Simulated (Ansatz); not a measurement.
ZnS$_{2}$

```
Zn S
1.0
     5.94903    0.00000    0.00000
     0.00000    5.94903    0.00000
     0.00000    0.00000    5.94903
Zn S
4 8
Direct
  0.50000 0.50000 0.00000
  0.50000 0.00000 0.50000
  0.00000 0.50000 0.50000
  0.00000 0.00000 0.00000
  0.10055 0.89945 0.39945
  0.89945 0.39945 0.10055
  0.39945 0.10055 0.89945
  0.60055 0.60055 0.60055
  0.89945 0.10055 0.60055
  0.10055 0.60055 0.89945
  0.60055 0.89945 0.10055
  0.39945 0.39945 0.39945
```

Space group Pa-3; a structure from a database of computed crystals, not necessarily the ambient phase.

All numbers below come from Ansatz 0.2.0, DFT r2SCAN, scalar-relativistic, plane waves, PAW.

> What can the converged valence pseudo-density and electron localisation function tell about the bonding?

S–S (2.07 Å): ρ at the midpoint is about 1 e/Å³; the ELF peaks at about 0.80 between the atoms (localised, covalent bonding).
Zn–S (2.52 Å): ρ at the midpoint is about 0.37 e/Å³, with its minimum of 0.34 e/Å³ about 1.1 Å from Zn; the ELF peaks at about 0.95 in the valence shell of S, 0.8 Å from its nucleus, and is about 0.55 at the midpoint.

> Does the calculation give a band gap?

It is gapped, with a Kohn–Sham gap of 1.9 eV on the k-point mesh, an upper bound to the gap of this method.

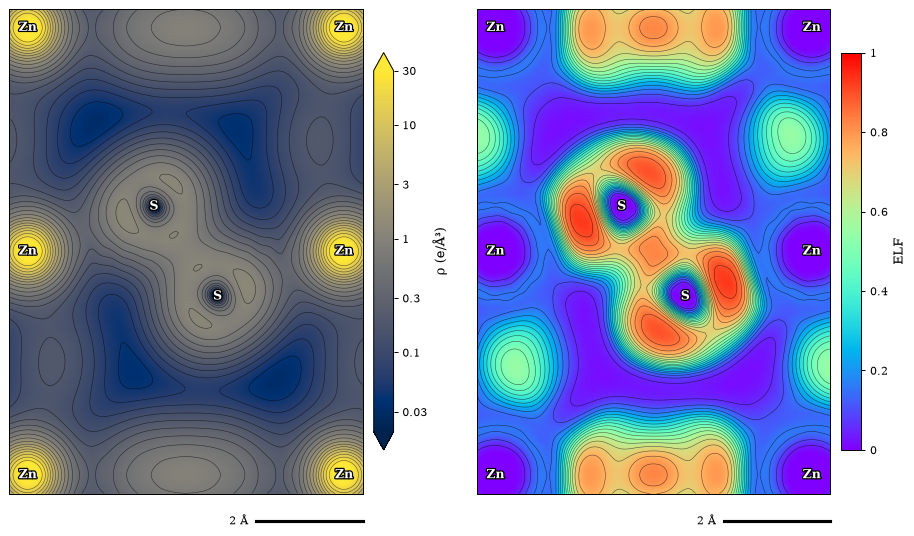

Computed valence pseudo-density and electron localisation function on the (110) plane of the conventional cell, in this order. Atoms just off the plane (S, 0.8 Å away) can leave unmarked features too.
